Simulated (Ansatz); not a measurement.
# TaN: single-point calculation

TaN (P-62m, 6 atoms in the cell), computed with DFT r2SCAN, scalar-relativistic, plane waves, PAW, no spin polarisation (Ansatz 0.2.0).

The structure derives from an entry of the Crystallography Open Database. It belongs to a series of runs on one base structure; here: the same crystal in its conventional cell. Figures and captions count atoms from 1; the log counts them from 0 in places.

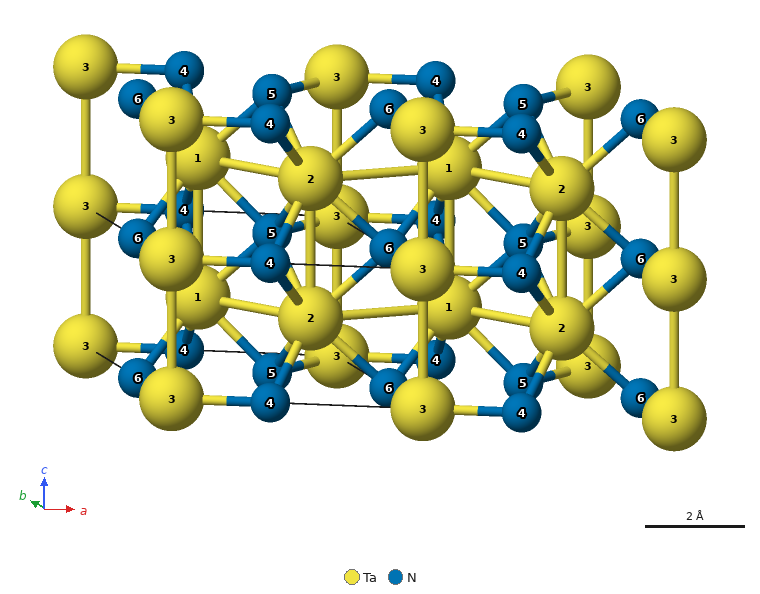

*The input geometry (ball-and-stick view of the cell of the calculation, repeated 2 × 1 × 2, seen slightly off an axis; atoms are numbered from 1 in the order of the input).*

### Key numbers

- outcome: converged
- space group (tolerance 0.01 Å): P-62m (189)
- electrons treated: 54
- free energy: −30995.5440 eV
- Fermi energy: 19.761 eV
- gap on the k-point mesh: none (metallic)
- pressure: 0.00 GPa
- largest force (length of the vector): 0.002 eV/Å
- hardware: 1 thread of Intel Xeon @ 2.50GHz (Skylake/Cascade Lake), 192 GiB of memory available, shared host
- wall time: 57 s
- peak memory: 0.78 GiB

### Notes

Spin–orbit coupling is left out, which matters for Ta.

### Input file
```yaml
crystal:
  lattice:
    - [5.1996298254, 0.0, 0.0]
    - [-2.5998149127, 4.5030115191, 0.0]
    - [0.0, 0.0, 2.9103592733]
  atoms:
    - { symbol: Ta, position: [0.3333333333, 0.6666666667, 0.5] }
    - { symbol: Ta, position: [0.6666666667, 0.3333333333, 0.5] }
    - { symbol: Ta, position: [0.0, 0.0, 0.0] }
    - { symbol: "N", position: [0.3924063645, 0.0, 0.0] }
    - { symbol: "N", position: [0.6075936355, 0.6075936355, 0.0] }
    - { symbol: "N", position: [0.0, 0.3924063645, 0.0] }
basis:
  ecutwfc: 500
kpoints:
  mp_grid: { grid: [12, 12, 12] }
hamiltonian:
  xc: r2scan
scf:
  occupations: { method: gaussian, width: 0.1 }
output:
  forces: true
  stress: true
  eigenvalues: true
```

Launched with:
```bash
ansatz run input.yaml --threads 1 --pin off --max-ram 2560MiB --backend cpu --events-out ev --progress --plain --runs-dir out
```

### Log
```
Engine: ansatz 0.2.0, x86_64-unknown-linux-gnu
Pseudopotentials: kind: paw
Pseudopotential: Ta, paw, valence charge 13, recommended cutoff 500 eV (meta_gga), Ta.paw.azcp
Pseudopotential: N, paw, valence charge 5, recommended cutoff 500 eV (meta_gga), N.paw.azcp
Functional definition: r2SCAN
  parameter k0 = 0.174
  parameter k1 = 0.065
  parameter a1 = 4.9479
  exchange = r2scan_x(k0 = k0, k1 = k1, a1 = a1)
  correlation = r2scan_c
Crystal: 6 atoms, lattice volume = 68.143 Å³
Basis set: ecut = 500 eV, 1763 PW (Γ), exchange–correlation on 160×160×96 points (64 copies of the dense FFT grid, shifted against one another)
Bands: 33, of which v1, the nominal top of the filled ones, is band 27 counted from 1 (26 counted from 0)
Symmetry: 12 space group operations
Space group: P-62m (ITA 189), of the structure as read, at distance tolerance 4.1e-5 Å
k-points: 133 of 1728 (time reversal used)
Non-local potential: Ta, projectors of the file, l = 0: 3, l = 1: 2, l = 2: 2, l = 3: 1
Non-local potential: N, projectors of the file, l = 0: 2, l = 1: 2, l = 2: 1
PAW form: soft (Blöchl's): semilocal exchange-correlation on the pseudo side does not see the compensation charge
PAW frozen core: Ta, regenerated for the run's functional (the file was generated under x = pbe(κ = 0.804, μ = 0.2195149727645171), c = pbe(β = 0.06672455060314922))
PAW frozen core: N, regenerated for the run's functional (the file was generated under x = pbe(κ = 0.804, μ = 0.2195149727645171), c = pbe(β = 0.06672455060314922))
PAW one-centre angular grid: Ta, 590 points (default); XC on 160 Gauss nodes
PAW one-centre angular grid: N, 302 points (default); XC on 160 Gauss nodes
Initial density: superposition of atomic densities (neutral atoms: chi_scale 0, normalization atom), corrected by the library's trained network
Initial wavefunctions: pseudopotential atomic-orbital guess
Functional: x = r2scan, c = r2scan; τ floored in thin density (d = 2e-4 eV/Å³)
SCF iter   1: F=—  HF=-30995.303208 eV  |F-HF|=—  |Δ(HF+E_count)|=         —  Δρ=1.23e-2  dr2=8.28e-2  dr2_τ=4.58e-1  ethr=1.77e-3  ⟨swp⟩=5.8  Hψ=18412  notcnv=0
preconditioner: auto → Kerker (q_TF=auto, 2.625 Å⁻¹)  [metal: Δε(μ)=0.047 eV  Ē_g=10.174 eV  σ=0.100 eV  W_gap=0.26  n_scr=26 (ndim 8)  ℏωp=24.6 eV  f_vac=0.000  D(μ)=0.42/eV (n_scr^D=0)]
SCF iter   2: F=—  HF=-30995.534726 eV  |F-HF|=—  |Δ(HF+E_count)|=   2.32e-1  Δρ=8.41e-3  dr2=3.18e-2  dr2_τ=2.12e-3  ethr=1.53e-4  ⟨swp⟩=2.0  Hψ=8042  notcnv=0  defer=204
SCF iter   3: F=—  HF=-30995.544788 eV  |F-HF|=—  |Δ(HF+E_count)|=   1.01e-2  Δρ=2.89e-3  dr2=5.90e-3  dr2_τ=9.48e-4  ethr=5.90e-5  ⟨swp⟩=2.0  Hψ=6217  notcnv=0  defer=204
SCF iter   4: F=—  HF=-30995.543783 eV  |F-HF|=—  |Δ(HF+E_count)|=   1.01e-3  Δρ=7.81e-4  dr2=3.26e-4  dr2_τ=9.03e-5  ethr=1.09e-5  ⟨swp⟩=2.0  Hψ=6174  notcnv=0  defer=204
SCF iter   5: F=—  HF=-30995.543945 eV  |F-HF|=—  |Δ(HF+E_count)|=   1.62e-4  Δρ=2.69e-4  dr2=4.45e-5  dr2_τ=9.51e-7  ethr=6.03e-7  ⟨swp⟩=2.0  Hψ=6177  notcnv=0  defer=204
SCF iter   6: F=—  HF=-30995.543980 eV  |F-HF|=—  |Δ(HF+E_count)|=   3.43e-5  Δρ=4.08e-5  dr2=1.29e-6  dr2_τ=6.67e-8  ethr=8.24e-8  ⟨swp⟩=2.0  Hψ=5948  notcnv=0  defer=204
SCF iter   7: F=-30995.543980 eV  HF=-30995.543980 eV  |F-HF|=1.44e-8  |Δ(HF+E_count)|=   4.58e-7  Δρ=7.72e-6  dr2=2.54e-8  dr2_τ=4.70e-9  ethr=1.85e-10  ⟨swp⟩=9.5  Hψ=23074  notcnv=0
SCF 1 converged in 7 iterations: F = -30995.543980 eV  dr2 = 2.54e-8
  greatest PAW one-centre occupation: 0.998 electrons in one spin orbital (limit 2), on the Ta atom at site 2 (counted from 0), in its partial waves of l = 0
SCF converged after 7 iterations
Free energy (F): -30995.543980 eV
Harris-Foulkes:  -30995.543980 eV  (|F-HF|=1.44e-8)
Internal energy: -30995.541757 eV  (E = F + TS)
E sigma→0 (E₀):  -30995.542868 eV
Entropy (-TS):   -0.002223 eV (-0.371 meV/atom)
Fermi energy:    19.760803 eV
--- Per-component energies (eV) ---
  E_band       = -268.096594
  E_kinetic    = 1503.060171
  E_local      = -2035.275552  (includes V_loc(G=0)·N_el)
  E_nonlocal   = 179.174055
  E_hartree    = 691.780282
  E_xc         = -796.277048
  E_vxc        = -924.085646  (∫ρ·V_xc dr)
  E_paw        = -25656.730000  (= ΣΔE_a)
  E_vpaw       = -422.044093  (= ΣTr[D̂ρ^β])
  E_aug_tail   = 0.000297  (compensation charges beyond the density's cutoff)
  E_vtau       = 47.512578  (kinetic-family band-sum trace: ∫τ·v_τ [+ j·A + Jᵃ·Aᵃ] dr)
  E_ewald      = -4878.916427
  E_core_change = -2.357535  (= ΣΔE_core)
  E_smearing   = -0.002223  (= −TS)
  E_closure    = 0.000000  (closes the sum)
  Σ components = -30995.543980   (vs F -30995.543980, Δ=0.00e0)
--- Forces (eV/Å), atoms counted from 1 ---
  atom   1  Ta     0.00000000    -0.00000000     0.00000000
  atom   2  Ta     0.00000000     0.00000000     0.00000000
  atom   3  Ta    -0.00000000    -0.00000000    -0.00000000
  atom   4  N     -0.00208684     0.00000000     0.00000000
  atom   5  N      0.00104342     0.00180726     0.00000000
  atom   6  N      0.00104342    -0.00180726     0.00000000
  max |Σ_I F_I| component: 7.61e-17 eV/Å
--- Stress (GPa, compression-positive) ---
       -0.017828      -0.000000      -0.000000
       -0.000000      -0.017828       0.000000
       -0.000000       0.000000       0.024704
  P = ⅓ Tr σ = -0.0037 GPa (-0.037 kbar)
--- Band table (eV; the first three rows and the last of 133) ---
  k-point 0: bands = ["-51.6772", "-51.6296", "-50.9846", "-17.8376", "-17.8376", "-17.4700", "-17.4700", "-17.2879", "-17.1762", "-17.0000", "-17.0000", "-16.3558", "0.3009", "2.9662", "2.9662", "10.0015", "12.8028", "12.8028", "12.9553", "13.6556", "13.6556", "14.4126", "14.4126", "15.1036", "16.1115", "17.7150", "18.7301", "18.7301", "20.4439", "20.4439", "21.5889", "21.7526", "21.7526"]
  k-point 1: bands = ["-51.6741", "-51.6265", "-50.9817", "-17.8272", "-17.8272", "-17.4595", "-17.4595", "-17.3503", "-17.2311", "-16.9990", "-16.9990", "-16.4058", "0.4331", "2.9296", "2.9296", "10.2356", "12.6907", "12.6907", "13.0722", "13.5784", "13.5784", "14.3848", "14.3848", "14.7170", "16.3569", "18.0692", "18.4120", "18.4120", "20.8392", "20.8392", "21.7035", "21.8096", "21.8096"]
  k-point 2: bands = ["-51.6653", "-51.6181", "-50.9737", "-17.7988", "-17.7988", "-17.5175", "-17.4304", "-17.4304", "-17.3790", "-16.9966", "-16.9966", "-16.5407", "0.8021", "2.8273", "2.8273", "10.8938", "12.3597", "12.3597", "13.1406", "13.5036", "13.5036", "14.0870", "14.2057", "14.2057", "17.1213", "17.9892", "17.9892", "18.9018", "21.2950", "21.2950", "21.7874", "21.7874", "22.0400"]
  k-point 132: bands = ["-51.6067", "-51.6067", "-50.9410", "-18.0728", "-18.0728", "-17.7470", "-17.4900", "-17.4900", "-17.2486", "-17.0420", "-16.9847", "-16.9847", "2.0501", "2.7245", "2.7245", "11.2350", "11.2350", "12.0750", "12.0750", "12.4177", "12.5938", "12.8379", "15.3964", "15.3964", "17.0588", "17.0588", "17.8107", "22.3211", "22.3211", "22.3503", "22.5352", "22.5352", "23.6256"]
```

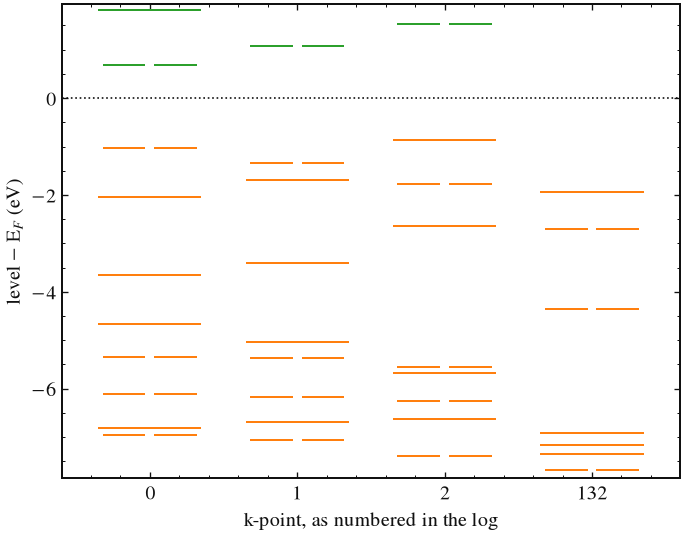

*Kohn–Sham levels near the Fermi level (dotted) at the few k-points that the log prints; levels within 0.02 eV of each other stand side by side.*

The system is metallic on the full mesh.
